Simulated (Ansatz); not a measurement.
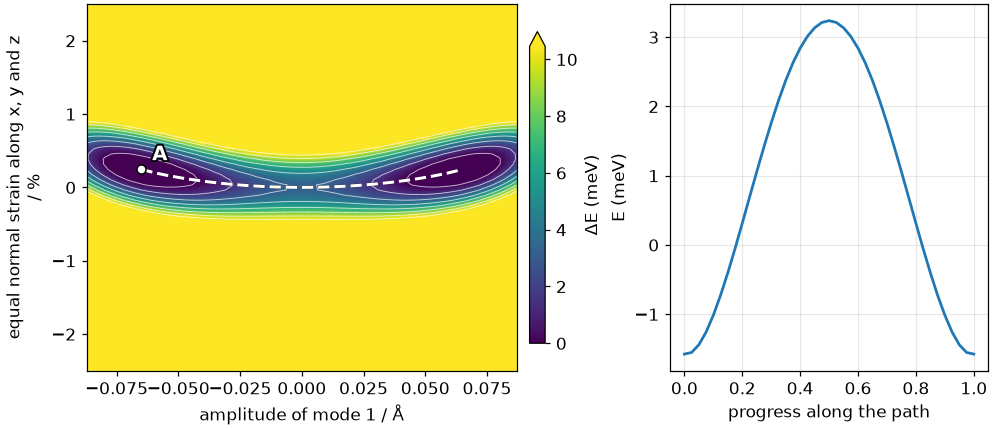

TiO₂ (P4_2/mnm, No. 136; 6 atoms in the cell). 
- The energy is mapped over a normal mode and a strain (zone-centre modes of the 6-atom cell of this scan) (x along [1 0 0], y along [0 1 0], z along [0 0 1] of the conventional cell).
- First axis: amplitude of mode 1 (106i cm⁻¹), largest displacement in the unstrained cell. Second axis: equal normal strain along x, y and z.
- Nothing is relaxed (the pattern is fixed in fractional coordinates).
- The scan uses an 11 × 7 grid; 42 points were computed and 35 follow by symmetry.
- Points are written as (first, second).
- Energies: meV per cell, counted from the lowest grid point.
- These are results of DFT PBE, scalar-relativistic, plane waves, PAW in Ansatz, not measurements. Settings: cutoff 520 eV, k-mesh 6×6×10 in the order of the run's cell vectors, gaussian smearing 0.05 eV, no spin polarisation.

In the figure: a smooth colour map with a few white contour lines, a line along the lowest path, one colour for all values above the top of the scale, the energy along the path at the right, the start A. Between grid points the surface is interpolated.

Q: Describe the path and its barrier.

A: The easiest path leads from the well at about (−0.06 Å, 0.25 %) to a well of about the same depth at about (0.06 Å, 0.25 %). Its highest point lies about 4.8 meV above the bottom of the first well on the interpolated surface, at (0.000 Å, 0.00 %). This is the barrier on the constrained surface; relaxing the other coordinates would change it.

PAW datasets: the set soft_1.
